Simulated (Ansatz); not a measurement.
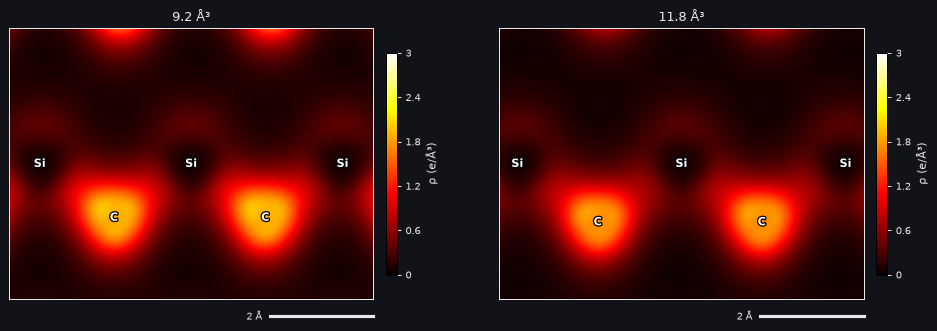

SiC. The valence charge density (pseudo) of cells scaled evenly to different volumes (given per atom above each panel), on the (11̄0) plane of each (indices in the axes of the cell below), at one length scale and on one colour scale.

Method: DFT PBE, scalar-relativistic, plane waves, PAW (Ansatz 0.2.0).

Core electrons are frozen (PAW), and the valence fields are smoothed inside the atomic spheres.

The largest cell:

```
Si C
1.0
     0.00000    2.29866    2.29866
     2.29866    0.00000    2.29866
     2.25024    2.25024    0.04843
Si C
1 1
Direct
  0.00000 0.00000 0.00000
  0.75000 0.75000 0.75000
```

| volume (Å³/atom) | Si–C contact in the plane (Å) | ρ at its midpoint (e/Å³) | pressure (GPa) | gap on the mesh (eV) | 
| --- | --- | --- | --- | --- |
| 9.24 | 1.779 | 1.043 | 35.3 | 1.09 | 
| 9.49 | 1.795 | ? | ? | ? | 
| 11.76 | 1.928 | 0.842 | −19.0 | 1.37 | 

Question: What values belong in the row with question marks?

Answer: Over the known rows ln ρ falls by 1.44 per Å of Si–C distance (the line through the two), which gives 1.019 e/Å³ at 1.795 Å; the calculation gives 1.020 e/Å³. For the pressure, a straight line in volume between the neighbouring rows gives 29.9 GPa; the calculation gives 26.5, lower because pressure rises ever faster on compression. For the gap on the mesh, a straight line in volume between the neighbouring rows gives 1.12 eV; the calculation gives 1.12.
